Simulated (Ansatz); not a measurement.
System: W, space group Pm-3m (No. 221) (one of a set of cubic test structures, which need not be the stable phase).

One of the inputs:
```
crystal:
  lattice:
    - [2.641989814527, 0.0, 0.0]
    - [0.0, 2.641989814527, 0.0]
    - [0.0, 0.0, 2.641989814527]
  atoms:
    - { symbol: W, position: [0, 0, 0] }
kpoints:
  mp_grid: { grid: [21, 21, 21] }
hamiltonian:
  xc: pbe
  pseudopotentials:
    kind: paw
    azcp:
      W: "pseudopotentials/pbe/paw/ansatz_paw_generated_hard_1/W.paw.azcp"
scf:
  occupations: { method: fermi_dirac, width: 0.061225619053 }
  convergence: { dr2_threshold: "1e-9 eV" }
  max_iter: 300
output:
  forces: true
  stress: true
```

Command:
```bash
ansatz run input.yaml --threads 1
```

Computed with Ansatz 0.2.0 development build: equation of state of a cubic crystal from periodic Kohn-Sham density functional theory without spin, third-order Birch-Murnaghan fit to the free energies; pressure corrected for the finite basis. Level: PBE.

structure type simple cubic; atoms in cell 1; space group number 221; lattice centring simple cubic; k mesh 21×21×21; occupation method Fermi–Dirac; occupation width 0.06123 eV; wave cutoff 700 eV; datasets hard PAW; density tolerance 1e−09 eV; bands 18; density cutoff ratio 4; search for lower states default.

Describe the result: the energy above the lowest point against volume. The volume takes the values 17.33, 17.70, 18.07, 18.44, 18.81, 19.18, 19.55 Å³/atom.

A third-order Birch–Murnaghan fit gives V0 = 18.35 Å³/atom, B0 = 211 GPa and B′ = 4.2. The energy above the lowest point is 40.2 meV/atom at volume 17.33 Å³/atom and 46.1 meV/atom at 19.55 Å³/atom; the lowest computed point is at volume 18.44 Å³/atom (0.0 meV/atom), in a single well.

| volume (Å³/atom) | energy above the lowest point (meV/atom) |
| --- | --- |
| 17.33 | 40.2 |
| 17.70 | 15.5 |
| 18.07 | 2.5 |
| 18.44 | 0.0 |
| 18.81 | 7.1 |
| 19.18 | 22.7 |
| 19.55 | 46.1 |

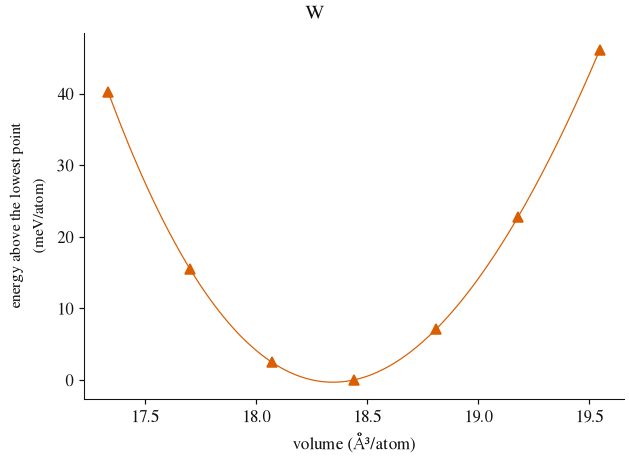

Keep in mind: cubic model structure, not the ambient form; modest k-mesh, values are not fully converged in k.
